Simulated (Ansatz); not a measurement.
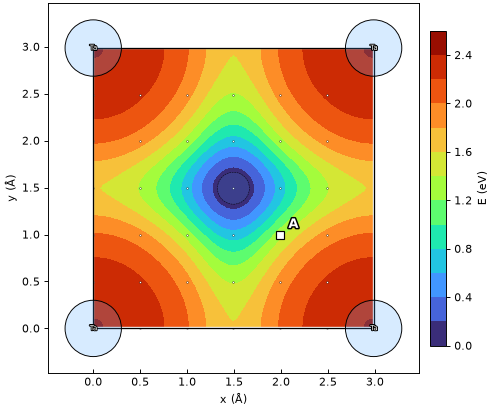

Si on a Ta(100) slab cut from the Fm-3m phase, its upper half relaxed before the scan (12 atoms of substrate and one adsorbate in a 2 × 2 cell). Si is moved over the surface cell; relaxed at each place: the height of the adsorbate's atoms; substrate rigid; the origin of the map has the adsorbate above Ta9. Places are given modulo a cell vector. The map is drawn in real space over the plane of the surface. The scan uses a 6 × 6 grid; 10 points were computed and 26 follow by symmetry. Places are given in fractions of the 1 × 1 surface cell. Energies are in eV, from the lowest grid point. Level of theory: DFT PBE, scalar-relativistic, plane waves, PAW (Ansatz 0.2.0). Settings: cutoff 420 eV, k-mesh 5×5×1, gaussian smearing 0.1 eV, no spin polarisation.

The picture shows filled contours, dots at the grid points, labelled circles for the atoms of the top layer and small ones for the second layer, the outline of one cell of the plane, the point A. Between grid points the surface is interpolated.

> Is A at rest? If not, where is it pushed?

A, at (4/6, 2/6) of the cell vectors, is not a stationary point. The computed force is 2.2 eV/Å in the plane, pointing up and left in the picture (components −1.6 and 1.6 eV/Å).

PAW datasets: the set soft_1.
